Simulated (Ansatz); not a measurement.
# Run report: MgO, geometry relaxation (part 2 of 2)

Continued. System: MgO (P6₃mc, 8 atoms in the cell). Method: DFT PBE, scalar-relativistic, plane waves, PAW, PAW set soft_1, no spin polarisation (Ansatz 0.2.0); cutoff 420 eV, 9×9×4 k-mesh, Gaussian smearing of 0.02 eV. The structure derives from a Materials Project entry.

Geometry of the input (Å; fractional positions):
```
3.2506  0.0000  0.0000
-1.6253  2.8151  0.0000
0.0000  0.0000  10.3863
Mg 0.3333  0.6667  0.9697
Mg 0.0000  0.0000  0.2210
Mg 0.0000  0.0000  0.7210
Mg 0.6667  0.3333  0.4697
O  0.3333  0.6667  0.7798
O  0.0000  0.0000  0.5295
O  0.0000  0.0000  0.0295
O  0.6667  0.3333  0.2798
```

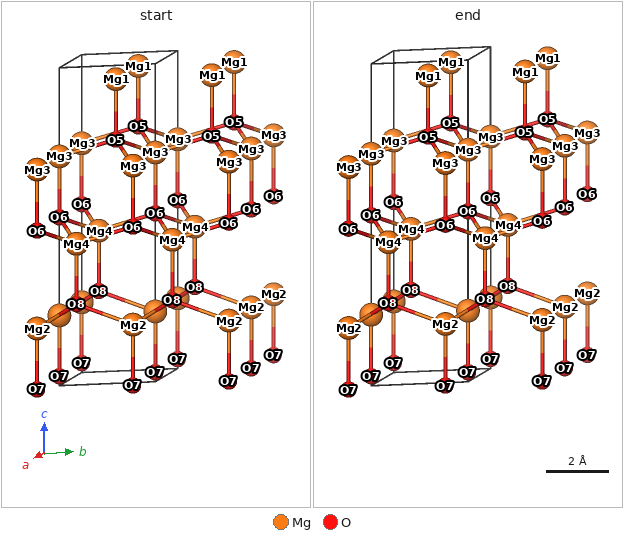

*Before (left) and after (right) the relaxation, at one scale (ball-and-stick view of the cell of the calculation, repeated 2 × 2 × 1, seen slightly off an axis).*

The atoms keep their places relative to the cell (all moves are under 0.005 Å). Cell: a = b 3.251 → 3.280 Å (+0.9 %), c 10.386 → 10.515 Å (+1.2 %). Volume +3.1 %. Among the contacts that change: Mg2–O7 1.989 → 2.010 Å, Mg1–O5 1.972 → 1.992 Å, Mg1–O7 1.977 → 1.997 Å. The space group stays P6_3mc (No. 186). After 4 geometry steps the energy has fallen by 33.1 meV per cell of the calculation. The largest force component goes from 0.0056 to under 0.0001 eV/Å. The pressure goes from 3.70 to 0.00 GPa. 1 further SCF at an unchanged geometry re-selected the plane-wave basis for the new cell. The energy change given includes the shifts at the re-selections in mid-walk, which come without any move. A last SCF at the same geometry on a re-selected plane-wave basis shifts the energy by −0.2 meV per cell of the calculation. (Atoms are counted from 1 in the order of the input.)

```
basis re-selected at this cell: Δ(F+E_penalty+E_count) = -1.881e-4 eV, ΔP = +0.002 GPa vs the last step (what re-selecting the basis moved, of the pressure what is left beyond the Pulay correction that the steps carried, after the strain that the cell walked since its last selection, with what the two solves' SCF thresholds leave and, on support functions, any second-order correction that the steps lacked; it is no measure of the basis error at this ecutwfc). This SCF's stress stands 6.06e-3 GPa from its target on what of the cell is left free (relax.cell.stress_tol is 5.00e-2 GPa) and its largest allowed force component is 5.10e-5 eV/Å (relax.f_tol is 5.00e-3 eV/Å): within both
SCF converged after 7 iterations
Free energy (F): -9975.865864 eV
Harris-Foulkes:  -9975.865864 eV  (|F-HF|=3.64e-12)
Internal energy: -9975.865864 eV  (E = F + TS)
E sigma→0 (E₀):  -9975.865864 eV
Fermi energy:    6.162021 eV
--- Per-component energies (eV) ---
  E_band       = -1365.053695
  E_kinetic    = 965.029296
  E_local      = -7903.720069  (includes V_loc(G=0)·N_el)
  E_nonlocal   = 988.232906
  E_hartree    = 2718.940389
  E_xc         = -398.821722
  E_vxc        = -510.473719  (∫ρ·V_xc dr)
  E_paw        = -1852.638532  (= ΣΔE_a)
  E_vpaw       = -342.005712  (= ΣTr[D̂ρ^β])
  E_aug_tail   = 0.002736  (compensation charges beyond the density's cutoff)
  E_ewald      = -4492.890869
  E_smearing   = -0.000000  (= −TS)
  E_closure    = 0.000000  (closes the sum)
  Σ components = -9975.865864   (vs F -9975.865864, Δ=0.00e0)
--- Forces (eV/Å), atoms counted from 1 ---
  atom   1  Mg     0.00000000    -0.00000000     0.00000169
  atom   2  Mg    -0.00000000    -0.00000000     0.00000106
  atom   3  Mg     0.00000000     0.00000000     0.00000106
  atom   4  Mg     0.00000000     0.00000000     0.00000169
  atom   5  O     -0.00000000    -0.00000000     0.00004502
  atom   6  O     -0.00000000    -0.00000000    -0.00005210
  atom   7  O      0.00000000     0.00000000    -0.00005210
  atom   8  O     -0.00000000     0.00000000     0.00004502
  max |Σ_I F_I| component: 8.65e-6 eV/Å
--- Stress (GPa, compression-positive) ---
        0.002978       0.000000       0.000000
        0.000000       0.002978      -0.000000
        0.000000      -0.000000       0.006061
  P = ⅓ Tr σ = 0.0040 GPa (0.040 kbar)
--- Band table (eV; the first three rows and the last of 36) ---
  k-point 0: bands = ["-67.3069", "-67.3067", "-67.2994", "-67.2991", "-34.0910", "-34.0747", "-34.0689", "-34.0554", "-34.0554", "-34.0544", "-34.0544", "-34.0523", "-34.0467", "-34.0467", "-34.0458", "-34.0458", "-11.4635", "-11.1448", "-11.1314", "-10.7893", "1.4320", "2.5698", "2.6274", "4.1033", "4.1033", "4.1998", "4.1998", "4.2213", "4.2213", "4.3215", "4.3215", "4.4303", "7.8937", "10.1983", "10.3105", "12.9228", "14.0988", "17.0913", "17.5421", "18.7549"]
  k-point 1: bands = ["-67.3069", "-67.3067", "-67.2994", "-67.2992", "-34.0896", "-34.0796", "-34.0639", "-34.0552", "-34.0552", "-34.0546", "-34.0546", "-34.0538", "-34.0466", "-34.0466", "-34.0459", "-34.0459", "-11.4394", "-11.2653", "-11.0075", "-10.8168", "1.5113", "2.1141", "3.1596", "4.1112", "4.1112", "4.1678", "4.1678", "4.2244", "4.2537", "4.2537", "4.3130", "4.3130", "8.1323", "9.4583", "11.0513", "12.5221", "14.5302", "16.2533", "18.4551", "18.8215"]
  k-point 2: bands = ["-67.3068", "-67.3068", "-67.2993", "-67.2993", "-34.0855", "-34.0855", "-34.0579", "-34.0579", "-34.0549", "-34.0549", "-34.0549", "-34.0549", "-34.0462", "-34.0462", "-34.0462", "-34.0462", "-11.3704", "-11.3704", "-10.8941", "-10.8941", "1.7438", "1.7438", "3.7374", "3.7374", "4.1339", "4.1339", "4.1339", "4.1339", "4.2889", "4.2889", "4.2889", "4.2889", "8.7169", "8.7169", "11.8184", "11.8184", "15.3278", "15.3278", "19.0113", "19.0113"]
  k-point 35: bands = ["-67.3048", "-67.3048", "-67.2976", "-67.2976", "-34.0815", "-34.0815", "-34.0786", "-34.0786", "-34.0711", "-34.0711", "-34.0625", "-34.0625", "-34.0611", "-34.0611", "-34.0585", "-34.0585", "-10.6753", "-10.6753", "-10.6714", "-10.6714", "2.1392", "2.1392", "2.4125", "2.4125", "2.7075", "2.7075", "2.8947", "2.8947", "3.8701", "3.8701", "3.9207", "3.9207", "12.3281", "12.3281", "12.9276", "12.9276", "14.4257", "14.4257", "15.0831", "15.0831"]
--- Relaxed structure (5 steps of the walk, 5 accepted, 2 SCFs on fresh bases) ---
  F+E_penalty+E_count = -9975.86586445 eV   max|allowed force component| = 5.102e-5 eV/Å   (the final SCF, on the basis selected at the relaxed cell)
  cell:  # Å, volume = 97.9884 Å³
    - [3.2803754002269705, 0.0, -1.714774669446484e-35]
    - [-1.6401877001134852, 2.8408884305461015, -6.250425215356341e-34]
    - [-5.479068690913915e-35, -2.3377359747899368e-33, 10.514705623811787]
  atoms:
    - { symbol: Mg, position: [0.33333333333333337, 0.6666666666666667, 0.969479181116157] }
    - { symbol: Mg, position: [2.8530453108826506e-34, 2.0524299994139328e-34, 0.2208070584683252] }
    - { symbol: Mg, position: [-2.1741314134694105e-35, -2.508525554839253e-34, 0.7208070584683254] }
    - { symbol: Mg, position: [0.6666666666666667, 0.33333333333333337, 0.46947918111615705] }
    - { symbol: O, position: [0.33333333333333337, 0.6666666666666667, 0.7800540723036525] }
    - { symbol: O, position: [1.712806422319354e-34, -2.280477777126599e-35, 0.5296578681118654] }
    - { symbol: O, position: [-3.0270776282986366e-34, -2.2804777771265938e-35, 0.029657868111865267] }
    - { symbol: O, position: [0.6666666666666667, 0.33333333333333337, 0.2800540723036525] }
```

Trajectory as extended XYZ (Å, eV, eV/Å), 7 frames, from step=1 to step=7:
```
8
Lattice="3.2506 0.0000 0.0000 -1.6253 2.8151 0.0000 0.0000 0.0000 10.3863" Properties=species:S:1:pos:R:3:forces:R:3 step=1 energy=-9975.83253 pressure_GPa=3.70
Mg    0.0000    1.8767   10.0712    0.0000   0.0000   0.0056
Mg    0.0000    0.0000    2.2954    0.0000   0.0000   0.0027
Mg    0.0000    0.0000    7.4886    0.0000   0.0000   0.0027
Mg    1.6253    0.9384    4.8781    0.0000   0.0000   0.0056
O     0.0000    1.8767    8.0997    0.0000   0.0000  -0.0047
O     0.0000    0.0000    5.4995    0.0000   0.0000  -0.0036
O     0.0000    0.0000    0.3063    0.0000   0.0000  -0.0036
O     1.6253    0.9384    2.9065    0.0000   0.0000  -0.0047
8
Lattice="3.2632 0.0000 0.0000 -1.6316 2.8260 0.0000 0.0000 0.0000 10.4453" Properties=species:S:1:pos:R:3:forces:R:3 step=2 energy=-9975.85295 pressure_GPa=1.98
Mg    0.0000    1.8840   10.1274    0.0000   0.0000   0.0038
Mg    0.0000    0.0000    2.3075    0.0000   0.0000  -0.0033
Mg    0.0000    0.0000    7.5302    0.0000   0.0000  -0.0033
Mg    1.6316    0.9420    4.9047    0.0000   0.0000   0.0038
O     0.0000    1.8840    8.1468    0.0000   0.0000  -0.0012
O     0.0000    0.0000    5.5316    0.0000   0.0000   0.0008
O     0.0000    0.0000    0.3089    0.0000   0.0000   0.0008
O     1.6316    0.9420    2.9242    0.0000   0.0000  -0.0012
8
Lattice="3.2786 0.0000 0.0000 -1.6393 2.8394 0.0000 0.0000 0.0000 10.5092" Properties=species:S:1:pos:R:3:forces:R:3 step=3 energy=-9975.85990 pressure_GPa=0.08
Mg    0.0000    1.8929   10.1885    0.0000   0.0000   0.0000
Mg    0.0000    0.0000    2.3204    0.0000   0.0000   0.0013
Mg    0.0000    0.0000    7.5751    0.0000   0.0000   0.0013
Mg    1.6393    0.9465    4.9339    0.0000   0.0000   0.0000
O     0.0000    1.8929    8.1978    0.0000   0.0000  -0.0011
O     0.0000    0.0000    5.5663    0.0000   0.0000  -0.0003
O     0.0000    0.0000    0.3117    0.0000   0.0000  -0.0003
O     1.6393    0.9465    2.9432    0.0000   0.0000  -0.0011
8
Lattice="3.2797 0.0000 0.0000 -1.6398 2.8403 0.0000 0.0000 0.0000 10.5092" Properties=species:S:1:pos:R:3:forces:R:3 step=4 energy=-9975.85981 pressure_GPa=-0.00
Mg    0.0000    1.8935   10.1887    0.0000   0.0000  -0.0011
Mg    0.0000    0.0000    2.3208    0.0000   0.0000  -0.0010
Mg    0.0000    0.0000    7.5754    0.0000   0.0000  -0.0010
Mg    1.6398    0.9468    4.9341    0.0000   0.0000  -0.0011
O     0.0000    1.8935    8.1975    0.0000   0.0000   0.0011
O     0.0000    0.0000    5.5661    0.0000   0.0000   0.0010
O     0.0000    0.0000    0.3114    0.0000   0.0000   0.0010
O     1.6398    0.9468    2.9429    0.0000   0.0000   0.0011
8
Lattice="3.2797 0.0000 0.0000 -1.6398 2.8403 0.0000 0.0000 0.0000 10.5092" Properties=species:S:1:pos:R:3:forces:R:3 step=5 energy=-9975.86580 pressure_GPa=0.11
Mg    0.0000    1.8935   10.1887    0.0000   0.0000  -0.0012
Mg    0.0000    0.0000    2.3208    0.0000   0.0000  -0.0010
Mg    0.0000    0.0000    7.5754    0.0000   0.0000  -0.0010
Mg    1.6398    0.9468    4.9341    0.0000   0.0000  -0.0012
O     0.0000    1.8935    8.1975    0.0000   0.0000   0.0011
O     0.0000    0.0000    5.5661    0.0000   0.0000   0.0010
O     0.0000    0.0000    0.3114    0.0000   0.0000   0.0010
O     1.6398    0.9468    2.9429    0.0000   0.0000   0.0011
8
Lattice="3.2804 0.0000 0.0000 -1.6402 2.8409 0.0000 0.0000 0.0000 10.5147" Properties=species:S:1:pos:R:3:forces:R:3 step=6 energy=-9975.86568 pressure_GPa=0.00
Mg    0.0000    1.8939   10.1938    0.0000   0.0000   0.0000
Mg    0.0000    0.0000    2.3217    0.0000   0.0000   0.0000
Mg    0.0000    0.0000    7.5791    0.0000   0.0000   0.0000
Mg    1.6402    0.9470    4.9364    0.0000   0.0000   0.0000
O     0.0000    1.8939    8.2020    0.0000   0.0000   0.0000
O     0.0000    0.0000    5.5692    0.0000   0.0000   0.0000
O     0.0000    0.0000    0.3118    0.0000   0.0000   0.0000
O     1.6402    0.9470    2.9447    0.0000   0.0000   0.0000
8
Lattice="3.2804 0.0000 0.0000 -1.6402 2.8409 0.0000 0.0000 0.0000 10.5147" Properties=species:S:1:pos:R:3:forces:R:3 step=7 energy=-9975.86586 pressure_GPa=0.00
Mg    0.0000    1.8939   10.1938    0.0000   0.0000   0.0000
Mg    0.0000    0.0000    2.3217    0.0000   0.0000   0.0000
Mg    0.0000    0.0000    7.5791    0.0000   0.0000   0.0000
Mg    1.6402    0.9470    4.9364    0.0000   0.0000   0.0000
O     0.0000    1.8939    8.2020    0.0000   0.0000   0.0000
O     0.0000    0.0000    5.5692    0.0000   0.0000  -0.0001
O     0.0000    0.0000    0.3118    0.0000   0.0000  -0.0001
O     1.6402    0.9470    2.9447    0.0000   0.0000   0.0000
```

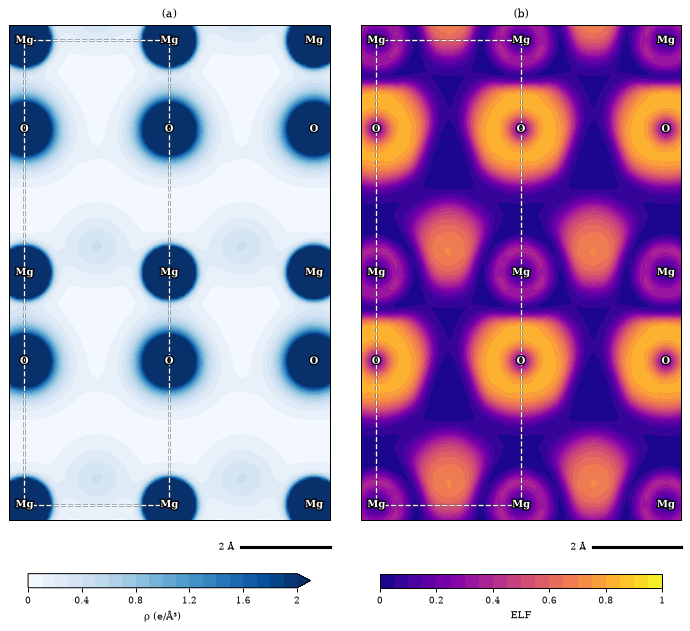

*(a) valence pseudo-density; (b) ELF on the (010) plane of the conventional cell.*

Atoms in the plane: Mg and O. Mg–O (2.01 Å): ρ is about 0.43 e/Å³ halfway; the ELF is about 0.40 at the midpoint. Away from the nuclei the density in this plane falls to 0.04 e/Å³ at its lowest. The fields are those of the smooth PAW valence density.

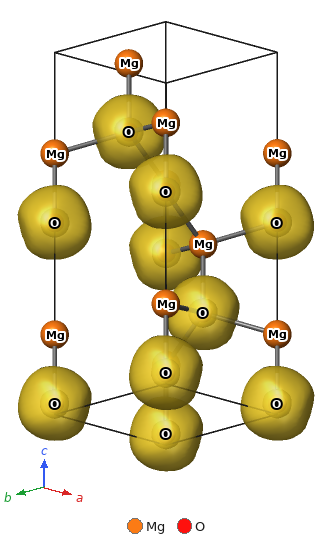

*Isosurface of the electron localisation function at 0.7 (yellow), seen at an oblique angle. Only the valence region is drawn (cores and ρ < 0.01 e/Å³ removed). Sticks mark near contacts. The outline is the cell set on symmetry axes.*

Values along the shortest contacts: Mg–O (1.99 Å): the ELF is about 0.40 at the midpoint.

Summary:

```json
{"quantity": "outcome", "value": "converged"}
{"quantity": "space group (tolerance 0.01 Å)", "value": "P6₃mc (186)"}
{"quantity": "electrons treated", "value": "64"}
{"quantity": "free energy", "value": "−9975.8659 eV"}
{"quantity": "Fermi energy", "value": "6.162 eV"}
{"quantity": "gap on the k-point mesh", "value": "3.46 eV"}
{"quantity": "pressure", "value": "0.00 GPa"}
{"quantity": "final volume", "value": "97.99 Å³"}
{"quantity": "largest force (length of the vector) at the end", "value": "under 0.001 eV/Å"}
{"quantity": "final cell", "value": "a = 3.280 Å, b = 3.280 Å, c = 10.515 Å, α = 90.00°, β = 90.00°, γ = 120.00°"}
{"quantity": "wall time", "value": "79 s (CPU time 2.6 min)"}
{"quantity": "peak memory", "value": "0.39 GiB"}
```
